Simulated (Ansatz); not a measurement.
# CdSe (Cadmoselite): G0W0 under other settings

Aim: change settings of a G0W0 run on CdSe (Cadmoselite) and see what moves.

Program: Ansatz 0.2.0. Level of theory: G0W0 on PBE, plane waves, PAW. Results are calculated unless marked as measured.

The database entry behind the starting cell differs from later determinations by our own check (inner coordinate of an old entry), so it need not match the best structure at ambient conditions.

### Step 1. Set-up

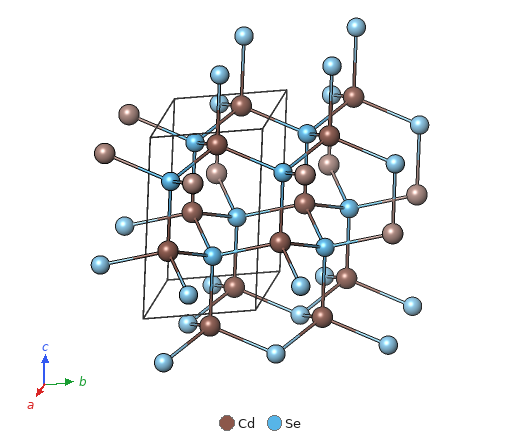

The cell as given, slightly off an axis (cadmium brown, selenium blue). 2×2×1 cells are drawn. Some periodic images of atoms are drawn too.

Structure file:

```cif
data_structure
_symmetry_space_group_name_H-M 'P 1'
_symmetry_Int_Tables_number 1
_cell_length_a 4.3000
_cell_length_b 4.3000
_cell_length_c 7.0200
_cell_angle_alpha 90.000
_cell_angle_beta 90.000
_cell_angle_gamma 120.000
_cell_volume 112.41
loop_
_atom_site_label
_atom_site_type_symbol
_atom_site_fract_x
_atom_site_fract_y
_atom_site_fract_z
_atom_site_occupancy
Cd1 Cd 0.33333 0.66667 0.00000 1
Cd2 Cd 0.66667 0.33333 0.50000 1
Se3 Se 0.33333 0.66667 0.38500 1
Se4 Se 0.66667 0.33333 0.88500 1
```

The cell and positions come from the Crystallography Open Database and are kept as given unless a step says otherwise. The default PAW set here is soft_2. Its files were made with PBE.

### Step 2. The base run: 6×6×2 mesh, 335 empty bands, screening to 120 eV

G0W0 replaces the xc potential by the self-energy, built once from these orbitals. Only a window of levels is corrected, while the sums run over the empty bands that the input names.

Input file input.yaml:

```yaml
crystal:
  lattice:
    - [4.3, 0.0, 0.0]
    - [-2.15, 3.7239092363, 0.0]
    - [0.0, 0.0, 7.02]
  atoms:
    - { symbol: Cd, position: [0.3333333333, 0.6666666667, 0.0] }
    - { symbol: Cd, position: [0.6666666667, 0.3333333333, 0.5] }
    - { symbol: Se, position: [0.3333333333, 0.6666666667, 0.385] }
    - { symbol: Se, position: [0.6666666667, 0.3333333333, 0.885] }
kpoints:
  mp_grid: { grid: [6, 6, 2] }
hamiltonian:
  xc: pbe
scf:
  occupations: { method: fixed }
gw:
  n_empty_bands: 335
  ecut_chi: 120
  qp_bands: [v2, c2]
  qp_kpoints: band_edges
  screening: { model: contour_deformation }
```

Launch:

```bash
ansatz run input.yaml --threads 3 --pin off --max-ram 92160MiB --backend cuda --events-out ev --progress --plain --runs-dir out --devices 1 --max-vram 13GiB
```

Numbers of over 12 decimals in the logs are rounded to 6 here.

What it wrote:

```text
GPUs: using 1 of 1 available (devices: 1).
Engine: ansatz 0.2.0, x86_64-unknown-linux-gnu
Pseudopotentials: kind: paw
Pseudopotential: Cd, paw, valence charge 20, recommended cutoff 420 eV (normal), Cd.paw.azcp
Pseudopotential: Se, paw, valence charge 16, recommended cutoff 420 eV (normal), Se.paw.azcp
Functional definition: PBE
  parameter kappa = 0.804
  parameter beta = 0.066725
  exchange = pbe_x(kappa = kappa, mu = beta*pi^2/3)
  correlation = pbe_c(beta = beta)
device memory: the entry about to start is reckoned to put 1.9 GiB on a device that reports 38.8 GiB free (of which the cap on the GPU budget leaves the run 13.0 GiB)
GPU FFT provider: cuFFT
GPU libraries: cuBLAS 13.8.2, cuFFT 12.4.0, cuSOLVER 12.3.4
Crystal: 4 atoms, lattice volume = 112.410 Å³
Basis set: ecut = 420 eV, 2189 PW (Γ)
Bands: 44, of which v1, the nominal top of the filled ones, is band 36 counted from 1 (35 counted from 0)
Symmetry: 12 space group operations
Space group: P63mc (ITA 186), of the structure as read, at distance tolerance 4.8e-5 Å
k-points: 14 of 72
Non-local potential: Cd, projectors of the file, l = 0: 3, l = 1: 2, l = 2: 2, l = 3: 1
Non-local potential: Se, projectors of the file, l = 0: 2, l = 1: 2, l = 2: 3, l = 3: 1
PAW form: soft (Blöchl's): semilocal exchange-correlation on the pseudo side does not see the compensation charge
PAW one-centre angular grid: Cd, 590 points (default); XC on 64 Gauss nodes
PAW one-centre angular grid: Se, 590 points (default); XC on 64 Gauss nodes
Initial density: superposition of atomic densities (neutral atoms: chi_scale 0, normalization atom), corrected by the library's trained network
Initial wavefunctions: pseudopotential atomic-orbital guess
GPU buffer pool allocated for 43200 grid points (all kernels)
GPU transforms: local potential and band sums: pruned to the plane-wave sphere, on 30×30×48
Functional: x = pbe(κ = 0.804, μ = 0.219515), c = pbe(β = 0.066725)
SCF iter   1: F=—  HF=-27449.505202 eV  |F-HF|=—  |Δ(HF+E_count)|=         —  Δρ=8.78e-4  dr2=1.66e-3  ethr=1.77e-3  ⟨swp⟩=4.9  Hψ=1878  notcnv=0  defer=82
preconditioner: auto → Resta (q_TF=auto, 2.533 Å⁻¹)  ε∞=4.0  [insulator: Δε(μ)=0.690 eV  Ē_g=12.150 eV  n_scr=34 (ndim 8)  ℏωp=21.0 eV  f_vac=0.201  ε∞_Penn≈4.0]
SCF iter   2: F=—  HF=-27449.506388 eV  |F-HF|=—  |Δ(HF+E_count)|=   1.19e-3  Δρ=4.85e-4  dr2=4.64e-4  ethr=2.31e-6  ⟨swp⟩=2.0  Hψ=1021  notcnv=0  defer=83
SCF iter   3: F=—  HF=-27449.506435 eV  |F-HF|=—  |Δ(HF+E_count)|=   4.68e-5  Δρ=2.04e-4  dr2=3.83e-5  ethr=6.45e-7  ⟨swp⟩=2.0  Hψ=853  notcnv=0  defer=83
SCF iter   4: F=—  HF=-27449.506454 eV  |F-HF|=—  |Δ(HF+E_count)|=   1.90e-5  Δρ=9.26e-5  dr2=1.04e-5  ethr=5.33e-8  ⟨swp⟩=2.7  Hψ=1017  notcnv=0  defer=51
[...]
E_xc         = -562.472552
  E_vxc        = -640.383082  (∫ρ·V_xc dr)
  E_paw        = -11989.165819  (= ΣΔE_a)
  E_vpaw       = -642.080301  (= ΣTr[D̂ρ^β])
  E_aug_tail   = -0.001150  (compensation charges beyond the density's cutoff)
  E_ewald      = -8323.002769
  E_smearing   = -0.000000  (= −TS)
  E_closure    = -0.000000  (closes the sum)
  Σ components = -27449.506470   (vs F -27449.506470, Δ=0.00e0)
--- Band table (eV; the first three rows and the last of 14) ---
  k-point 0: bands = [... 32 lower, 6.7613, 7.4679, 7.4769, 7.4769, 8.1800, 9.5997, 13.3658, 13.3658, ... 4 higher]
  k-point 1: bands = [... 32 lower, 7.1043, 7.1043, 7.1043, 7.1043, 9.8167, 9.8167, 13.2994, 13.2994, ... 4 higher]
  k-point 2: bands = [... 32 lower, 6.0578, 6.4284, 7.2612, 7.2807, 9.4952, 10.5859, 12.7608, 13.6857, ... 4 higher]
  k-point 13: bands = [... 32 lower, 4.9946, 4.9946, 6.4237, 6.4237, 11.2799, 11.2799, 13.3973, 13.3973, ... 4 higher]
--- G₀W₀: contour deformation, 8 samples at zero and on the imaginary axis and 1 off it, 72 q-points, 335 empty bands' worth ---
  eigenvalues of the whole cell's RPA ε∞ on this k-mesh (on a slab, of 1 + 4πα/V) = 15.5763, 15.5763, 15.8479; static W/v taken at q = 0 is 0.063584
  bands read: the sum over 371 bands ends inside a degenerate multiplet in 7 slots, whose members it reads at an even weight; the widest, k=1: bands 371 to 372 (counted from 1) at 1/2 each
  gw.qp_kpoints: band_edges: 10 of 14 stored k-points solved, in 1 pass; an edge of the gap read off the rows below is read off those points alone
    valence top: of the k-points left out ik 8 came nearest to being solved in a further pass, in band 36 (counted from 1, as in the quasiparticle table): it holds the edge there only if its correction is more favourable than any solved in that band by at least 0.557 eV; those differ by 0.088 eV
    conduction bottom: of the k-points left out ik 8 came nearest to being solved in a further pass, in band 37 (counted from 1, as in the quasiparticle table): it holds the edge there only if its correction is more favourable than any solved in that band by at least 2.361 eV; those differ by 0.124 eV
    ik  band        ε_KS         Σx   Σc(E_QP)       V_xc       Z   E_QP_lin       E_QP  E_QP is
     0    35      7.4769   -19.8757     1.8585   -17.4748  0.7250     6.9005     6.9345  root
     0    36      7.4769   -19.8757     1.8585   -17.4748  0.7250     6.9005     6.9345  root
     0    37      8.1800    -9.3881    -3.3915   -12.8669  0.7565     8.2677     8.2673  root
     0    38      9.5997    -8.5231    -3.7992   -12.4852  0.7533     9.7643     9.7626  root
     1    35      7.1043   -19.4148     2.0140   -16.8215  0.7222     6.4821     6.5250  root
     1    36      7.1043   -19.4148     2.0140   -16.8215  0.7222     6.4821     6.5250  root
     1    37      9.8167    -9.1606    -3.7368   -13.0571  0.7489     9.9780     9.9763  root
     1    38      9.8167    -9.1606    -3.7368   -13.0571  0.7489     9.9780     9.9763  root
[...]
13    35      6.4237   -18.2252     2.2674   -15.3318  0.7120     5.7385     5.7977  root
    13    36      6.4237   -18.2252     2.2674   -15.3318  0.7120     5.7385     5.7977  root
    13    37     11.2799    -8.1039    -4.1492   -12.4559  0.7417    11.4858    11.4827  root
    13    38     11.2799    -8.1039    -4.1492   -12.4559  0.7417    11.4858    11.4827  root
[key lines of the parts left out:]
SCF converged after 6 iterations
Free energy (F): -27449.506470 eV
Fermi energy:    7.476923 eV
```

The job ended after 33 s (1 × NVIDIA H100 80GB HBM3 (shared by 6 runs) with 3 threads of AMD EPYC 7R13 (Zen 3), shared host; peak memory 1.6 GiB).

Reading the cycles: dr2 is the Hartree energy of the density residual (eV), the measure of convergence; HF is the Harris–Foulkes estimate of the energy, which meets the free energy F at convergence.

Numbers from this step:

* bands summed: 371
* RPA ε∞ on this mesh (eigenvalues): 15.58, 15.58, 15.85
* plane waves in the screening matrix: 325
* q-points in the mesh: 72
* G0W0 gap on the mesh: 1.333 eV
* k of the valence top: 0, 0, 0
* k of the conduction bottom: 0, 0, 0
* starting gap on the mesh: 0.7031 eV
* Z at the valence top: 0.7250
* Z at the conduction bottom: 0.7565
* least direct G0W0 gap on the computed points: 1.333 eV

The gap on the mesh goes from 0.70 eV to 1.33 eV, a correction of +0.63 eV. Between the two edge states, bare exchange in place of the xc potential would open the gap by 5.88 eV, and correlation takes back 5.25 eV.

### Step 3. Variant: larger pair-density box

Edit input.yaml of step 2 so:

```diff
@@ -17,4 +17,4 @@
 gw:
-  n_empty_bands: 335
-  ecut_chi: 120
+  n_empty_bands: 255
+  ecut_chi: 100
   qp_bands: [v2, c2]
@@ -22 +22,2 @@
   screening: { model: contour_deformation }
+  ecutfock_ratio: 2
```

What it wrote:

```text
GPUs: using 1 of 1 available (devices: 1).
[...]
GPU FFT provider: cuFFT
GPU libraries: cuBLAS 13.8.2, cuFFT 12.4.0, cuSOLVER 12.3.4
Crystal: 4 atoms, lattice volume = 112.410 Å³
Basis set: ecut = 420 eV, 2189 PW (Γ)
Bands: 44, of which v1, the nominal top of the filled ones, is band 36 counted from 1 (35 counted from 0)
Symmetry: 12 space group operations
[...]
k-points: 14 of 72
[...]
GPU buffer pool allocated for 43200 grid points (all kernels)
[...]
SCF iter   1: F=—  HF=-27449.505202 eV  |F-HF|=—  |Δ(HF+E_count)|=         —  Δρ=8.78e-4  dr2=1.66e-3  ethr=1.77e-3  ⟨swp⟩=4.9  Hψ=1878  notcnv=0  defer=82
[...]
SCF iter   6: F=-27449.506470 eV  HF=-27449.506470 eV  |F-HF|=1.82e-7  |Δ(HF+E_count)|=   1.38e-6  Δρ=9.83e-6  dr2=9.75e-8  ethr=1.39e-10  ⟨swp⟩=7.7  Hψ=2610  notcnv=0
SCF 1 converged in 6 iterations: F = -27449.506470 eV  dr2 = 9.75e-8
[...]
NSCF: frozen V_eff on 14 k-points
[...]
G₀W₀ screening: q 1/14
[... further progress lines ...]
SCF converged after 6 iterations
Free energy (F): -27449.506470 eV
[...]
Internal energy: -27449.506470 eV  (E = F + TS)
E sigma→0 (E₀):  -27449.506470 eV
Fermi energy:    7.476923 eV
[...]
--- Band table (eV; the first three rows and the last of 14) ---
  k-point 0: bands = [... 32 lower, 6.7613, 7.4679, 7.4769, 7.4769, 8.1800, 9.5997, 13.3658, 13.3658, ... 4 higher]
  k-point 1: bands = [... 32 lower, 7.1043, 7.1043, 7.1043, 7.1043, 9.8167, 9.8167, 13.2994, 13.2994, ... 4 higher]
  k-point 2: bands = [... 32 lower, 6.0578, 6.4284, 7.2612, 7.2807, 9.4952, 10.5859, 12.7608, 13.6857, ... 4 higher]
  k-point 13: bands = [... 32 lower, 4.9946, 4.9946, 6.4237, 6.4237, 11.2799, 11.2799, 13.3973, 13.3973, ... 4 higher]
[...]
0    35      7.4769   -19.8757     1.9289   -17.4748  0.7255     6.9826     7.0050  root
     0    36      7.4769   -19.8757     1.9289   -17.4748  0.7255     6.9826     7.0050  root
     0    37      8.1800    -9.3881    -3.3306   -12.8669  0.7568     8.3295     8.3282  root
     0    38      9.5997    -8.5231    -3.7481   -12.4852  0.7535     9.8170     9.8138  root
     1    35      7.1043   -19.4148     2.0781   -16.8215  0.7227     6.5600     6.5891  root
     1    36      7.1043   -19.4148     2.0781   -16.8215  0.7227     6.5600     6.5891  root
     1    37      9.8167    -9.1606    -3.6769   -13.0571  0.7492    10.0397    10.0363  root
     1    38      9.8167    -9.1606    -3.6769   -13.0571  0.7492    10.0397    10.0363  root
[...]
13    35      6.4237   -18.2252     2.3215   -15.3318  0.7124     5.8101     5.8518  root
    13    36      6.4237   -18.2252     2.3215   -15.3318  0.7124     5.8101     5.8518  root
    13    37     11.2799    -8.1039    -4.1008   -12.4559  0.7419    11.5361    11.5311  root
    13    38     11.2799    -8.1039    -4.1008   -12.4559  0.7419    11.5361    11.5311  root
```

Elapsed: 39 s, on 1 × NVIDIA H100 80GB HBM3 (shared by 6 runs) with 3 threads; peak memory 1.4 GiB; 48 s of CPU time.

The G0W0 gap on the mesh is 1.323 eV.

Against the base:

```csv
setting,base,variant
empty bands,335,255
screening cutoff (eV),120,100
ecutfock ratio,-,2
```

```csv
quantity,variant,base
starting gap on the mesh,0.703,0.703
G0W0 gap on the mesh,1.323,1.333
least direct G0W0 gap on the computed points,1.323,1.333
Z at the valence top,0.725,0.725
Z at the conduction bottom,0.757,0.757
```

### Step 4. Outcome

```json
{
  "base": "1.33 eV, 33 s",
  "larger pair-density box": "1.32 eV, 39 s"
}
```

**Reading.** Larger pair-density box: the gap moves by −0.01 eV. The variant differs from the base in empty bands, screening cutoff and ecutfock ratio together, so the change can't be laid to one of them. All runs here use a coarse mesh and modest cutoffs; they test settings and are not final values. The 6×6×2 mesh is coarse for this cell (its supercell is 14 Å along the shortest edge). The RPA ε∞ on it, from the PBE start, is 15.58 and 15.85; such meshes misread the long-range screening, most where the gap is narrow. The many-body steps are scalar-relativistic: spin-orbit coupling is not in them.

[Paths, hosts, dates, memory and timing lines, banners, echoed tables and standing remarks are left out of the program output.]

[Logs are printed without paths, hosts, clocks, repeated set-up lines and the standing remarks that a program may print on its own settings, such as how far it seeks lower states.]

[Runs of the session that timed out or met a known fault of the program may be left out.]

[Cells called generated may have been cut or substituted from an entry of the Crystallography Open Database or the Materials Project.]

[Hosts, paths, dates, database ids (printed as entryN), source tags and the programs' standing remarks are cut or masked in the printed files.]
